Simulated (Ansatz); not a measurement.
# Run report: W, single-point calculation

The run: single-point calculation of W (Im-3m, 1 atom in the cell). Method and program: DFT, PBE, plane waves, PAW (Ansatz 0.2.0).

The structure was made by swapping elements on the sites of another compound; it need not be a known phase.

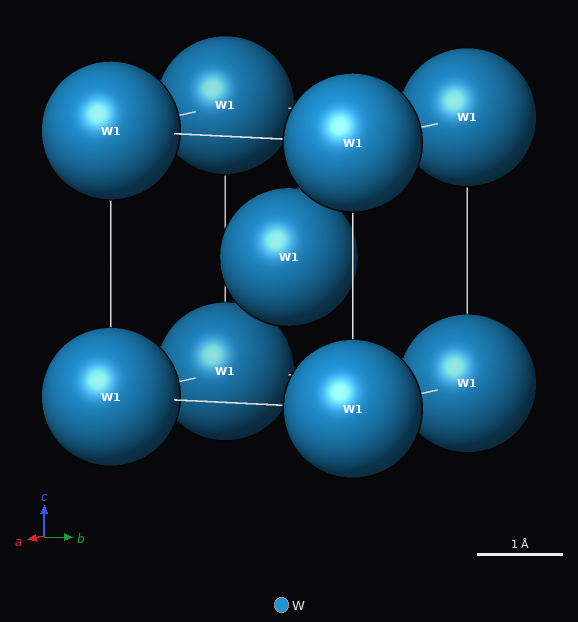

*The structure as given in the input (spheres-only view of the cell 2 times as large as that of the calculation, set on its symmetry axes, seen at an oblique angle; atoms are numbered from 1 in the order of the input).*

### Input
```yaml
crystal:
  lattice:
    - [-1.5917959617, 1.5917959617, 1.5917959617]
    - [1.5917959617, -1.5917959617, 1.5917959617]
    - [1.5917959617, 1.5917959617, -1.5917959617]
  atoms:
    - { symbol: W, position: [0.0, 0.0, 0.0] }
basis:
  ecutwfc: 420
kpoints:
  mp_grid: { grid: [0, 18, 18] }
hamiltonian:
  xc: pbe
scf:
  occupations: { method: gaussian, width: 0.1 }
  max_iter: 80
output:
  forces: true
  eigenvalues: true
  stress: true
```

Machine: 1 thread of Intel Xeon (Sapphire Rapids), 64 GiB of memory available, shared host.

Run as:
```bash
ansatz run input.yaml --threads 1 --pin off --max-ram 2560MiB --backend cpu --events-out ev --progress --plain --runs-dir out
```

### Output
```
Error: invalid value for `kpoints.mp_grid.grid`: each dimension must be in 1..=255
```

### Outcome

- outcome: refused by the program
- space group (tolerance 0.01 Å): Im-3m (229)

### What went wrong

This input holds a deliberate fault: a mesh with a zero or a mesh and a spacing (`kpoints.mp_grid.grid`). The program refused the input: “invalid value for `kpoints.mp_grid.grid`: each dimension must be in 1..=255”
